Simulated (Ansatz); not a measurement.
## Run report: TiO$_{2}$, field-gradient calculation (part 2 of 2)

The same run, continued: TiO$_{2}$ (Pbca, 24 atoms in the cell); DFT, PBE, plane-wave PAW, default files, scalar-relativistic, no spin polarisation (Ansatz 0.2.0); cutoff 420 eV, 5×3×4 k-mesh, Fermi–Dirac smearing of 0.02 eV. The structure derives from an entry of the Crystallography Open Database.

Geometry of the input (Å; fractional positions):
```
5.1450  0.0000  0.0000
0.0000  9.1850  0.0000
0.0000  0.0000  5.4470
Ti 0.1270  0.1270  0.8870
Ti 0.6270  0.3730  0.1130
Ti 0.8730  0.6270  0.6130
Ti 0.3730  0.8730  0.3870
Ti 0.8730  0.8730  0.1130
Ti 0.3730  0.6270  0.8870
Ti 0.1270  0.3730  0.3870
Ti 0.6270  0.1270  0.6130
O  0.4650  0.2300  0.8950
O  0.9650  0.2700  0.1050
O  0.5350  0.7300  0.6050
O  0.0350  0.7700  0.3950
O  0.5350  0.7700  0.1050
O  0.0350  0.7300  0.8950
O  0.4650  0.2700  0.3950
O  0.9650  0.2300  0.6050
O  0.8200  0.0100  0.8450
O  0.3200  0.4900  0.1550
O  0.1800  0.5100  0.6550
O  0.6800  0.9900  0.3450
O  0.1800  0.9900  0.1550
O  0.6800  0.5100  0.8450
O  0.8200  0.4900  0.3450
O  0.3200  0.0100  0.6550
```

Log, continued:
```
--- PAW observables at the nuclei: V_zz in 10²¹ V/m², potentials from the cell's mean, atoms counted from 1 ---
  atom   1  Ti V_zz =    +1.375937   η = 0.1896   by run symmetry: allowed   C_q = +8.2177 MHz
            electrostatic potential = -2526.644211 V   contact ρ = 56792.096217 e/Å³
  atom   2  Ti V_zz =    +1.375937   η = 0.1896   by run symmetry: allowed   C_q = +8.2177 MHz
            electrostatic potential = -2526.644211 V   contact ρ = 56792.096217 e/Å³
  atom   3  Ti V_zz =    +1.375937   η = 0.1896   by run symmetry: allowed   C_q = +8.2177 MHz
            electrostatic potential = -2526.644211 V   contact ρ = 56792.096217 e/Å³
  atom   4  Ti V_zz =    +1.375937   η = 0.1896   by run symmetry: allowed   C_q = +8.2177 MHz
            electrostatic potential = -2526.644211 V   contact ρ = 56792.096217 e/Å³
  atom   5  Ti V_zz =    +1.375937   η = 0.1896   by run symmetry: allowed   C_q = +8.2177 MHz
            electrostatic potential = -2526.644211 V   contact ρ = 56792.096217 e/Å³
  atom   6  Ti V_zz =    +1.375937   η = 0.1896   by run symmetry: allowed   C_q = +8.2177 MHz
            electrostatic potential = -2526.644211 V   contact ρ = 56792.096217 e/Å³
  atom   7  Ti V_zz =    +1.375937   η = 0.1896   by run symmetry: allowed   C_q = +8.2177 MHz
            electrostatic potential = -2526.644211 V   contact ρ = 56792.096217 e/Å³
  atom   8  Ti V_zz =    +1.375937   η = 0.1896   by run symmetry: allowed   C_q = +8.2177 MHz
            electrostatic potential = -2526.644211 V   contact ρ = 56792.096217 e/Å³
  atom   9  O  V_zz =    +2.402260   η = 0.7349   by run symmetry: allowed   C_q = -1.4858 MHz
            electrostatic potential = -624.304264 V   contact ρ = 2157.408079 e/Å³
  atom  10  O  V_zz =    +2.402260   η = 0.7349   by run symmetry: allowed   C_q = -1.4858 MHz
            electrostatic potential = -624.304264 V   contact ρ = 2157.408079 e/Å³
  atom  11  O  V_zz =    +2.402260   η = 0.7349   by run symmetry: allowed   C_q = -1.4858 MHz
            electrostatic potential = -624.304264 V   contact ρ = 2157.408079 e/Å³
  atom  12  O  V_zz =    +2.402260   η = 0.7349   by run symmetry: allowed   C_q = -1.4858 MHz
            electrostatic potential = -624.304264 V   contact ρ = 2157.408079 e/Å³
  atom  13  O  V_zz =    +2.402260   η = 0.7349   by run symmetry: allowed   C_q = -1.4858 MHz
            electrostatic potential = -624.304264 V   contact ρ = 2157.408079 e/Å³
  atom  14  O  V_zz =    +2.402260   η = 0.7349   by run symmetry: allowed   C_q = -1.4858 MHz
            electrostatic potential = -624.304264 V   contact ρ = 2157.408079 e/Å³
  atom  15  O  V_zz =    +2.402260   η = 0.7349   by run symmetry: allowed   C_q = -1.4858 MHz
            electrostatic potential = -624.304264 V   contact ρ = 2157.408079 e/Å³
  atom  16  O  V_zz =    +2.402260   η = 0.7349   by run symmetry: allowed   C_q = -1.4858 MHz
            electrostatic potential = -624.304264 V   contact ρ = 2157.408079 e/Å³
  atom  17  O  V_zz =    +2.110129   η = 0.4725   by run symmetry: allowed   C_q = -1.3052 MHz
            electrostatic potential = -624.147276 V   contact ρ = 2157.579139 e/Å³
  atom  18  O  V_zz =    +2.110129   η = 0.4725   by run symmetry: allowed   C_q = -1.3052 MHz
            electrostatic potential = -624.147276 V   contact ρ = 2157.579139 e/Å³
  atom  19  O  V_zz =    +2.110129   η = 0.4725   by run symmetry: allowed   C_q = -1.3052 MHz
            electrostatic potential = -624.147276 V   contact ρ = 2157.579139 e/Å³
  atom  20  O  V_zz =    +2.110129   η = 0.4725   by run symmetry: allowed   C_q = -1.3052 MHz
            electrostatic potential = -624.147276 V   contact ρ = 2157.579139 e/Å³
  atom  21  O  V_zz =    +2.110129   η = 0.4725   by run symmetry: allowed   C_q = -1.3052 MHz
            electrostatic potential = -624.147276 V   contact ρ = 2157.579139 e/Å³
  atom  22  O  V_zz =    +2.110129   η = 0.4725   by run symmetry: allowed   C_q = -1.3052 MHz
            electrostatic potential = -624.147276 V   contact ρ = 2157.579139 e/Å³
  atom  23  O  V_zz =    +2.110129   η = 0.4725   by run symmetry: allowed   C_q = -1.3052 MHz
            electrostatic potential = -624.147276 V   contact ρ = 2157.579139 e/Å³
  atom  24  O  V_zz =    +2.110129   η = 0.4725   by run symmetry: allowed   C_q = -1.3052 MHz
            electrostatic potential = -624.147276 V   contact ρ = 2157.579139 e/Å³
--- Band table (eV; the first three rows and the last of 18) ---
  k-point 0: bands = ["-48.1943", "-48.1862", "-48.1703", "-48.1623", "-48.1505", "-48.1493", "-48.1304", "-48.1291", "-24.6933", "-24.6675", "-24.6559", "-24.6103", "-24.6057", "-24.5788", "-24.5184", "-24.4843", "-24.4645", "-24.4503", "-24.4457", "-24.4231", "-24.4220", "-24.3980", "-24.3889", "-24.3505", "-24.3427", "-24.3425", "-24.3129", "-24.3112", "-24.3039", "-24.2943", "-24.2921", "-24.2878", "-9.5450", "-8.9077", "-8.7650", "-8.5428", "-8.3203", "-8.3048", "-8.2991", "-8.2862", "-8.0685", "-8.0351", "-7.9847", "-7.9610", "-7.8973", "-7.8277", "-7.7566", "-7.7140", "3.3855", "3.3964", "3.7466", "3.7633", "3.9208", "3.9301", "3.9586", "4.0210", "4.1696", "4.1722", "4.2883", "4.2950", "4.3404", "4.4697", "4.4862", "4.7636", "4.8108", "4.9993", "5.0981", "5.1083", "5.1253", "5.1411", "5.4704", "5.5855", "5.7463", "5.8743", "5.9416", "6.0099", "6.0963", "6.1101", "6.4355", "6.4590", "6.5062", "6.5946", "6.9105", "6.9256", "7.0907", "7.2095", "7.5161", "7.6427", "7.7133", "7.7746", "7.7800", "7.8345", "7.8638", "7.9300", "8.0040", "8.2484", "10.3983", "11.0722", "11.1273", "11.1377", "11.1492", "11.1677", "11.2054", "11.2875", "11.4473", "11.6765", "11.6819", "11.7289", "11.7638", "11.8152", "11.8319", "11.9212", "11.9245", "12.0457", "12.0874", "12.1065", "12.3667", "12.4037", "12.7226", "12.9383"]
  k-point 1: bands = ["-48.1910", "-48.1847", "-48.1742", "-48.1704", "-48.1458", "-48.1431", "-48.1318", "-48.1314", "-24.6894", "-24.6669", "-24.6575", "-24.6434", "-24.5809", "-24.5525", "-24.5154", "-24.5028", "-24.4640", "-24.4597", "-24.4439", "-24.4359", "-24.4128", "-24.3970", "-24.3884", "-24.3632", "-24.3385", "-24.3343", "-24.3216", "-24.3161", "-24.2968", "-24.2903", "-24.2899", "-24.2848", "-9.3928", "-8.9234", "-8.8376", "-8.5451", "-8.4559", "-8.3275", "-8.3264", "-8.2360", "-8.0793", "-7.9991", "-7.9494", "-7.9055", "-7.8858", "-7.8243", "-7.8044", "-7.7494", "3.4819", "3.5373", "3.6201", "3.6783", "3.8055", "3.8288", "3.9416", "4.2185", "4.2252", "4.3679", "4.3719", "4.4045", "4.4062", "4.6041", "4.6403", "4.6978", "4.7042", "4.8446", "5.1564", "5.1770", "5.1849", "5.3482", "5.4284", "5.4939", "5.6261", "5.7783", "5.9137", "5.9944", "6.1241", "6.4235", "6.4616", "6.5837", "6.6603", "6.7651", "6.9114", "7.0023", "7.1020", "7.1447", "7.2111", "7.2863", "7.3238", "7.4888", "7.5596", "7.7077", "7.7720", "7.7720", "7.8728", "8.0848", "10.9256", "11.0083", "11.1246", "11.1471", "11.1967", "11.2672", "11.2786", "11.3220", "11.3520", "11.5467", "11.5591", "11.5954", "11.7254", "11.8727", "11.8935", "12.0676", "12.1067", "12.1807", "12.1889", "12.2645", "12.2951", "12.4460", "12.4647", "12.8265"]
  k-point 2: bands = ["-48.1821", "-48.1821", "-48.1804", "-48.1804", "-48.1377", "-48.1377", "-48.1360", "-48.1360", "-24.6745", "-24.6745", "-24.6621", "-24.6621", "-24.5380", "-24.5380", "-24.5243", "-24.5243", "-24.4650", "-24.4650", "-24.4493", "-24.4493", "-24.3975", "-24.3975", "-24.3829", "-24.3829", "-24.3281", "-24.3281", "-24.3273", "-24.3273", "-24.2905", "-24.2905", "-24.2839", "-24.2839", "-8.9984", "-8.9984", "-8.9169", "-8.9169", "-8.3640", "-8.3640", "-8.2762", "-8.2762", "-7.9724", "-7.9724", "-7.9504", "-7.9504", "-7.8411", "-7.8411", "-7.8143", "-7.8143", "3.5636", "3.5636", "3.6499", "3.6499", "3.9327", "3.9327", "3.9335", "3.9335", "4.2896", "4.2896", "4.3842", "4.3842", "4.5398", "4.5398", "4.6813", "4.6813", "4.9938", "4.9938", "5.0330", "5.0330", "5.6659", "5.6659", "5.6957", "5.6957", "5.7311", "5.7311", "6.0674", "6.0674", "6.0904", "6.0904", "6.2013", "6.2013", "6.5231", "6.5231", "6.8324", "6.8324", "7.2175", "7.2175", "7.2243", "7.2243", "7.3874", "7.3874", "7.5436", "7.5436", "7.6205", "7.6205", "7.6835", "7.6835", "11.0280", "11.0280", "11.0535", "11.0535", "11.2990", "11.2990", "11.3329", "11.3329", "11.6022", "11.6022", "11.6608", "11.6608", "11.7526", "11.7526", "11.9872", "11.9872", "12.1090", "12.1090", "12.2930", "12.2930", "12.4328", "12.4328", "12.5646", "12.5646"]
  k-point 17: bands = ["-48.1718", "-48.1718", "-48.1714", "-48.1714", "-48.1468", "-48.1468", "-48.1463", "-48.1463", "-24.6445", "-24.6445", "-24.6324", "-24.6324", "-24.5816", "-24.5816", "-24.5636", "-24.5636", "-24.4538", "-24.4538", "-24.4507", "-24.4507", "-24.3706", "-24.3706", "-24.3616", "-24.3616", "-24.3381", "-24.3381", "-24.3312", "-24.3312", "-24.2992", "-24.2992", "-24.2987", "-24.2987", "-8.8019", "-8.8019", "-8.7614", "-8.7614", "-8.3646", "-8.3646", "-8.3358", "-8.3358", "-8.0900", "-8.0900", "-8.0550", "-8.0550", "-7.8859", "-7.8859", "-7.8707", "-7.8707", "3.5482", "3.5482", "3.6426", "3.6426", "3.8073", "3.8073", "3.9387", "3.9387", "4.3807", "4.3807", "4.4559", "4.4559", "4.5576", "4.5576", "4.6817", "4.6817", "5.1197", "5.1197", "5.2332", "5.2332", "5.4826", "5.4826", "5.5961", "5.5961", "5.8597", "5.8597", "6.0116", "6.0116", "6.2400", "6.2400", "6.4091", "6.4091", "6.6183", "6.6183", "6.7292", "6.7292", "6.9578", "6.9578", "7.0336", "7.0336", "7.2750", "7.2750", "7.3441", "7.3441", "7.6623", "7.6623", "7.7521", "7.7521", "11.0779", "11.0779", "11.2045", "11.2045", "11.3013", "11.3013", "11.3997", "11.3997", "11.5081", "11.5081", "11.5573", "11.5573", "11.8949", "11.8949", "11.9261", "11.9261", "12.2276", "12.2276", "12.3223", "12.3223", "12.3605", "12.3605", "12.4236", "12.4236"]
--- Löwdin populations: 24 sites ---
  site symbol       q [e]
     0     Ti     10.6484
     1     Ti     10.6484
     2     Ti     10.6484
     3     Ti     10.6484
     4     Ti     10.6484
     5     Ti     10.6484
     6     Ti     10.6484
     7     Ti     10.6484
     8      O      6.6647
     9      O      6.6647
    10      O      6.6647
    11      O      6.6647
    12      O      6.6647
    13      O      6.6647
    14      O      6.6647
    15      O      6.6647
    16      O      6.6078
    17      O      6.6078
    18      O      6.6078
    19      O      6.6078
    20      O      6.6078
    21      O      6.6078
    22      O      6.6078
    23      O      6.6078
  spilling = 0.003296 (of n_electrons = 192.000000)
```

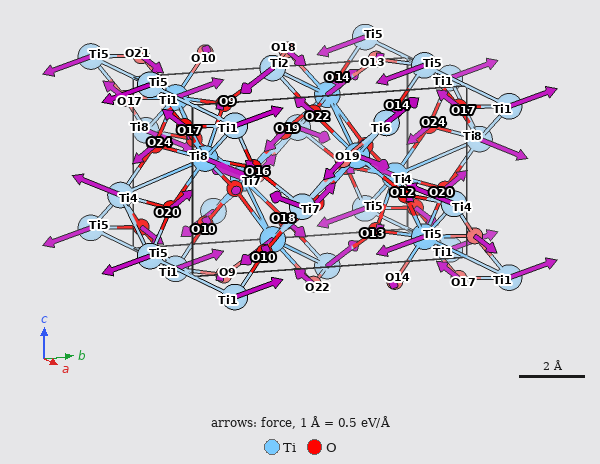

Fig. 1: Forces on the atoms as pink arrows (ball-and-stick view of the cell of the calculation, seen slightly off an axis; neighbours outside the cell are drawn fainter; atoms are numbered from 1 in the order of the input). The largest act on all 8 Ti atoms (0.82 eV/Å); O17, O18, O19, O20, O21, O22 and 2 more (0.47 eV/Å). The geometry is not a stationary point of this energy.

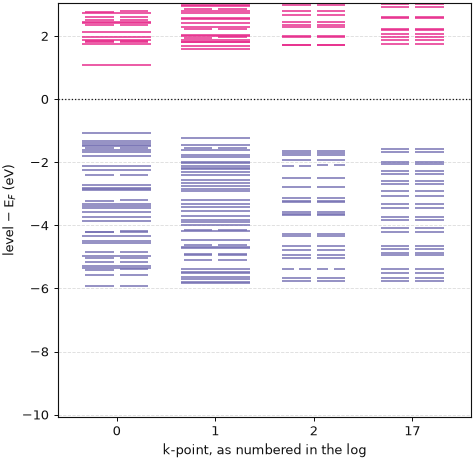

Fig. 2: Kohn–Sham levels near the Fermi level (dotted) at the few k-points that the log prints; levels within 0.02 eV of each other stand side by side. Among these points the highest filled and lowest empty levels are 2.15 eV apart, which is the gap on the mesh.

Summary:

```tsv
quantity	value
outcome	converged
space group (tolerance 0.01 Å)	Pbca (61)
electrons treated	192
free energy	−29109.2181 eV
Fermi energy	9.322 eV
gap on the k-point mesh	2.15 eV
pressure	5.39 GPa
field gradient V_zz (10²¹ V/m²)	Ti 1.38, Ti 1.38, Ti 1.38, Ti 1.38, Ti 1.38, Ti 1.38, Ti 1.38, Ti 1.38 (the first 8 of 24 sites)
largest force (length of the vector)	0.824 eV/Å
wall time	22 s
peak memory	0.84 GiB
```

Remarks:

The cell is under a pressure of 5.4 GPa at this level, so it is not at its equilibrium volume.
